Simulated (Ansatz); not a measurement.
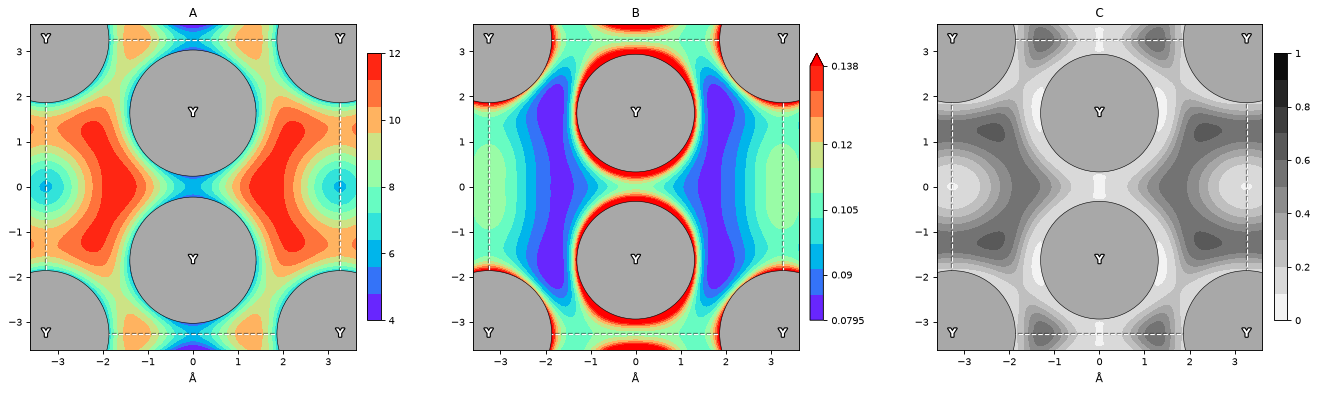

Y: 3 fields on the (010) plane of the conventional cell, with unlabelled colour scales. Grey discs cover the atomic cores.

Space group Pm-3n; set up as Y, A15; a generated structure, not necessarily the stable one.

Method: DFT, BLYP, plane waves (420 eV) with PAW, scalar-relativistic in Ansatz 0.2.0.

**Which field does each panel show? The fields are: electron localisation function, electrostatic potential energy of an electron and valence pseudo-density.**

Panel A: electrostatic potential energy of an electron (low next to the atoms, rising into the space between them). Panel B: valence pseudo-density. Panel C: electron localisation function. From the grid: Y–Y (3.26 Å): the density is about 0.11 e/Å³ at the midpoint; the ELF is about 0.10 at the midpoint: no localised pair shows between them. Y–Y (3.65 Å): ρ is about 0.09 e/Å³ halfway; the ELF is about 0.25 at the midpoint (no shared electron pair shows on this line).
